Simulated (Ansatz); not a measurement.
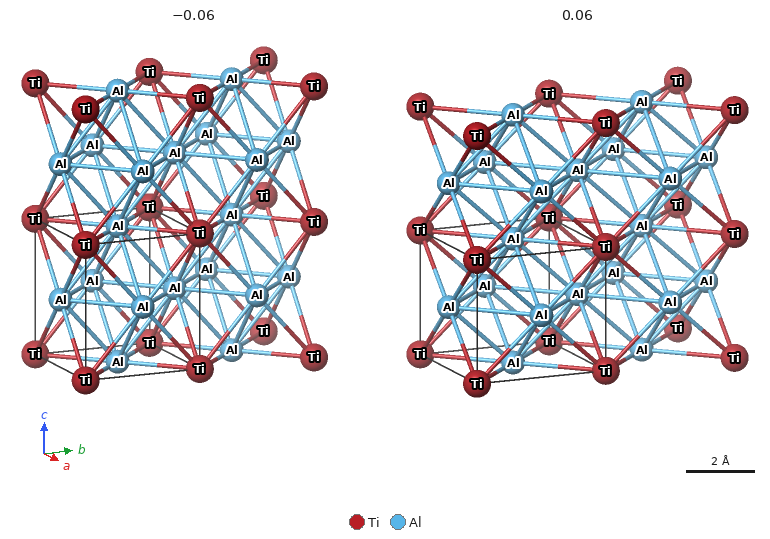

Crystalline TiAl3 (set up in Pm-3m), under biaxial strain in the a–b plane (c relaxed, atoms fixed by symmetry), with energies (extrapolated to zero smearing) counted from the relaxed crystal, which is the row at zero. The picture shows the first and the last member. The picture is a ball-and-stick view of the cell of the calculation, repeated 1 × 2 × 2 with one cell outlined, seen slightly off an axis.

Computed with Ansatz 0.2.0: DFT PBEsol, scalar-relativistic, plane waves, PAW. Settings: plane-wave cutoff 420 eV; k-point mesh 14 × 14 × 14; occupations gaussian; smearing width 0.1 eV; no spin polarisation; force threshold 0.008 eV/Å.

```tsv
strain	energy (meV/atom)	a (Å)	c (Å)
−0.06	88.05	3.711	4.140
−0.04	36.93	3.790	4.067
−0.02	8.67	3.869	4.007
0.0	0.00	3.948	3.948
0.02	?	?	?
0.04	29.91	4.106	3.841
0.06	63.49	4.185	3.784
```

### Fill in the missing row.

A parabola through three neighbouring rows (0.0, 0.04, 0.06) gives, with Lagrange weights, (0.3333)(0.00) + (1.0000)(29.91) + (−0.3333)(63.49) = 8.75 meV/atom. The calculation gives 7.81 meV/atom (a = 4.027 Å, c = 3.894 Å). The estimate is 0.94 meV/atom too high. From the first member to the last: Al–Al 2.624 → 2.959 Å, Al–Ti 2.624 → 2.959 Å, Al–Ti 2.780 → 2.821 Å.

The whole series:

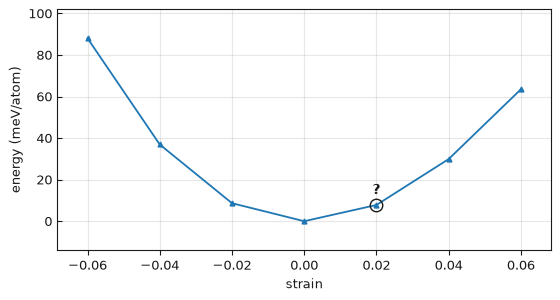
